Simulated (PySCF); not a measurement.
**A series of single points on SnSe**

System: SnSe (2 atoms in the cell).
Method: Kohn-Sham DFT of a periodic cell in Gaussian orbitals, PBE, DZVP-MOLOPT-SR/GTH-PBE, no spin polarisation (PySCF 2.14.0).

The 7 runs differ only in the geometry, by an even scaling of the cell at fixed fractional positions. The structure derives from an entry of the Crystallography Open Database.

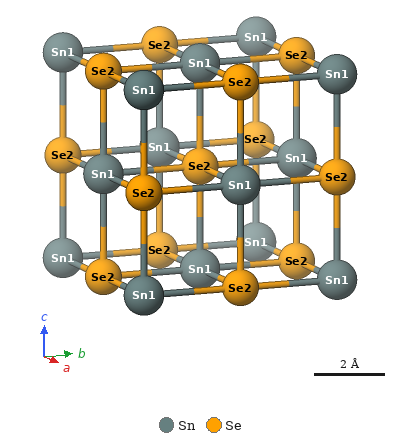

Figure 1. The structure of run 4 (ball-and-stick view of the cell 4 times as large as that of the calculation, set on its symmetry axes, seen slightly off an axis; atoms are numbered from 1 in the order of the input).

## Input of run 4
```python
import json
import numpy as np
from pyscf.pbc import gto, scf, dft, df

cell = gto.Cell()
cell.a = '''
  0.0000000000    3.0100000000    3.0100000000
  3.0100000000    0.0000000000    3.0100000000
  3.0100000000    3.0100000000    0.0000000000'''
cell.atom = '''
Sn   0.0000000000    0.0000000000    0.0000000000
Se   3.0100000000    3.0100000000    3.0100000000'''
cell.unit = 'A'
cell.basis = {'Se': 'DZVP-MOLOPT-SR-GTH-q6', 'Sn': 'DZVP-MOLOPT-SR-GTH-q4'}
cell.pseudo = {'Se': 'GTH-PBE-q6', 'Sn': 'GTH-PBE-q4'}
cell.ke_cutoff = 50  # hartree
cell.exp_to_discard = 0.02
cell.precision = 1e-08
cell.space_group_symmetry = True
cell.symmorphic = False
cell.max_memory = 5040  # MB
cell.verbose = 4
cell.build()

res = {}
kpts = cell.make_kpts([6, 6, 6], space_group_symmetry=True, time_reversal_symmetry=True)
cell.space_group_symmetry = False  # the mesh holds the operations; no search on the supercells of the integral code
mf = dft.KRKS(cell, kpts, xc='pbe')
mf = mf.multigrid_numint()
mf = mf.smearing(sigma=0.00183747, method='fermi')  # hartree
mf.conv_tol = 1e-07
mf.max_cycle = 60

mf.kernel()
res.update(converged=bool(mf.converged), e_tot=mf.e_tot, nelec=cell.nelectron, nao=cell.nao, mesh=list(map(int, cell.mesh)), a=cell.lattice_vectors().tolist(), coords=cell.atom_coords().tolist(),
           mo_energy=[np.real(x).tolist() for x in mf.mo_energy], mo_occ=[np.real(x).tolist() for x in mf.mo_occ])
res.update(e_free=mf.e_free, e_zero=mf.e_zero)
res.update(kpts=kpts.kpts_scaled_ibz.tolist(), weights=kpts.weights_ibz.tolist())
res['parts'] = {k: float(np.real(v)) for k, v in mf.scf_summary.items() if np.isscalar(v)}
json.dump(res, open('results.json', 'w'))
if not mf.converged:
    raise SystemExit('SCF not converged')

print('levels (eV)')
for i, kp in enumerate(res['kpts'][:40]):
    print('k %7.4f %7.4f %7.4f  ' % tuple(kp), ' '.join('%.3f' % (x * 27.211386) for x in res['mo_energy'][i][:10]))

mf = mf.to_khf()  # unfold to the whole mesh
kpts = mf.kpts
# Mulliken populations
dm, s = np.asarray(mf.make_rdm1()), np.asarray(mf.get_ovlp())
sites = cell.aoslice_by_atom()[:, 2:]
tot = np.einsum('kij,kji->i', dm, s).real / len(kpts)
res['mulliken'] = [cell.atom_charge(i) - tot[a0:a1].sum() for i, (a0, a1) in enumerate(sites)]
print('Mulliken charges', np.round(res['mulliken'], 5))
res['done'] = True
json.dump(res, open('results.json', 'w'))
```

Command:
```bash
OMP_NUM_THREADS=4 python -u run.py > log
```

Run 6 differs from it as follows:
```diff
-  0.0000000000    3.0100000000    3.0100000000
-  3.0100000000    0.0000000000    3.0100000000
-  3.0100000000    3.0100000000    0.0000000000'''
+  0.0000000000    3.0496098055    3.0496098055
+  3.0496098055    0.0000000000    3.0496098055
+  3.0496098055    3.0496098055    0.0000000000'''
-Se   3.0100000000    3.0100000000    3.0100000000'''
+Se   3.0496098055    3.0496098055    3.0496098055'''
```

## Results, with one run withheld

```csv
run,volume per atom (Å³),"free energy per atom, from the lowest run given (meV)",gap on the mesh (eV)
1,25.635,34.42,0.81
2,26.180,19.34,0.72
3,26.725,8.88,0.63
4,27.271,2.57,0.54
5,27.816,0.00,0.46
6,28.362,?,?
7,28.907,4.64,0.32
```

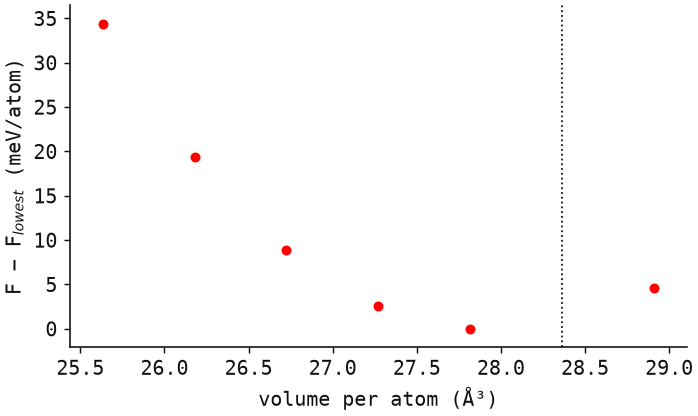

Figure 2. Free energy per atom of the runs given; the dotted line marks run 6.

Fit the runs given and predict run 6.

A cubic polynomial in V^(−2/3) (the Birch–Murnaghan form), fitted to the 6 runs given, misses them by under 0.01 meV per atom. With x = V^(−2/3) − 0.11096 Å⁻², it reads F = 4.592 + 3942.9 x + 8.3185e+05 x² + 1.4168e+06 x³ (meV per atom). At run 6 it gives 0.81 meV per atom, and the run itself gives 0.79. The fit has its minimum at 27.951 Å³ per atom, where V d²F/dV² gives 49.4 GPa: the bulk modulus at this level, since symmetry fixes the shape and the positions. The gap on the mesh goes, without turning, from 0.81 eV in run 1 to 0.32 eV in run 7; run 6 has 0.39 eV. These are gaps of this functional on this mesh, which can miss the band edges; they aren't the measured gap.

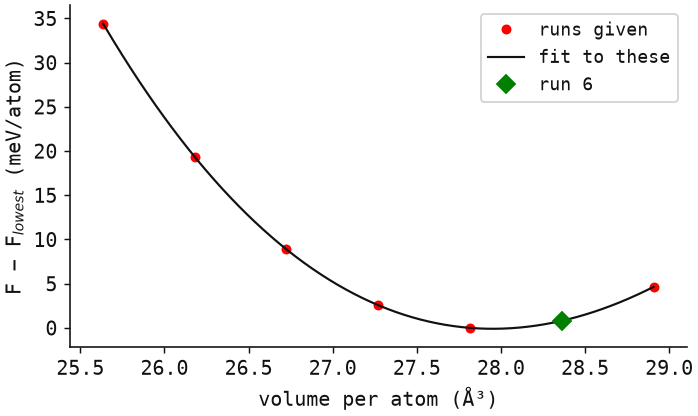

Figure 3. The fit and the withheld run.

## Output, shortened to warnings, some set-up lines, iterations and results (run 6)
```
k-points in IBZ                         weights
[...]
cycle= 1 E= -12.9392990194444  delta_E= -0.111  |g|= 0.586  |ddm|= 8.25
cycle= 2 E= -12.9181431768599  delta_E= 0.0212  |g|= 0.896  |ddm|= 3.84
cycle= 3 E= -12.953411334943  delta_E= -0.0353  |g|= 0.00125  |ddm|= 2.37
cycle= 4 E= -12.9534116707786  delta_E= -3.36e-07  |g|= 9.24e-05  |ddm|= 0.00708
cycle= 5 E= -12.9534116660304  delta_E= 4.75e-09  |g|= 2.87e-05  |ddm|= 0.000433
    sigma = 0.00183747  Optimized mu = 0.211561186586  entropy = 0.00729208536284
nelec by numeric integration = 9.99999999999999
    Total E(T) = -12.9534116629009  Free energy = -12.953425061889  E0 = -12.9534183623949
Extra cycle  E= -12.9534116629009  delta_E= 3.13e-09  |g|= 4.34e-05  |ddm|= 0.00019
converged SCF energy = -12.9534116629009
levels (eV)
k  0.0000  0.0000  0.0000   -8.092 0.305 3.435 3.435 3.435 9.758 9.758 9.758 11.927 11.927
k  0.5000  0.5000  0.0000   -7.046 -0.510 0.255 2.032 2.032 8.877 10.736 10.736 11.323 16.077
k  0.5000  0.5000  0.5000   -7.245 -2.374 3.618 3.618 5.562 5.951 6.791 6.791 14.618 17.852
k  0.6667  0.6667 -0.0000   -7.343 -1.041 2.312 2.329 2.329 9.052 9.384 10.288 10.288 15.478
k  0.6667  0.6667  0.3333   -7.071 -1.685 0.938 2.796 3.628 8.051 8.269 10.505 12.732 15.940
k  0.6667  0.6667  0.6667   -7.505 -1.774 3.545 3.545 4.886 6.927 7.332 7.332 13.530 14.946
k  0.8333  0.5000  0.3333   -7.017 -1.163 0.599 1.455 3.774 8.062 9.843 10.882 11.762 15.919
k  0.8333  0.5000  0.5000   -7.102 -1.243 0.999 2.309 2.695 9.119 9.655 10.234 10.743 17.341
k  0.8333  0.6667  0.3333   -7.071 -1.701 1.419 1.743 4.650 6.755 9.543 10.045 13.551 13.845
k  0.8333  0.6667  0.5000   -7.238 -1.574 1.773 2.314 4.148 7.386 8.878 9.812 11.860 16.836
k  0.8333  0.8333  0.0000   -7.865 -0.504 3.020 3.020 4.626 7.113 9.734 9.734 10.823 13.900
k  0.8333  0.8333  0.1667   -7.533 -1.320 2.837 2.845 4.192 7.153 8.975 9.005 11.150 15.699
k  0.8333  0.8333  0.3333   -7.201 -2.060 2.394 3.044 4.198 7.130 7.806 8.759 13.047 16.384
k  0.8333  0.8333  0.5000   -7.284 -1.944 2.115 3.527 4.992 6.425 7.109 9.291 13.913 15.210
k  0.8333  0.8333  0.6667   -7.665 -1.176 2.537 3.774 5.012 6.815 7.372 9.562 12.779 13.133
k  0.8333  0.8333  0.8333   -7.920 -0.497 3.458 3.458 4.029 8.548 8.678 8.678 12.380 12.718
Mulliken charges [ 0.45242 -0.45242]
```

Notes: Settings chosen away from the usual ones: volume scaled by 1.0.
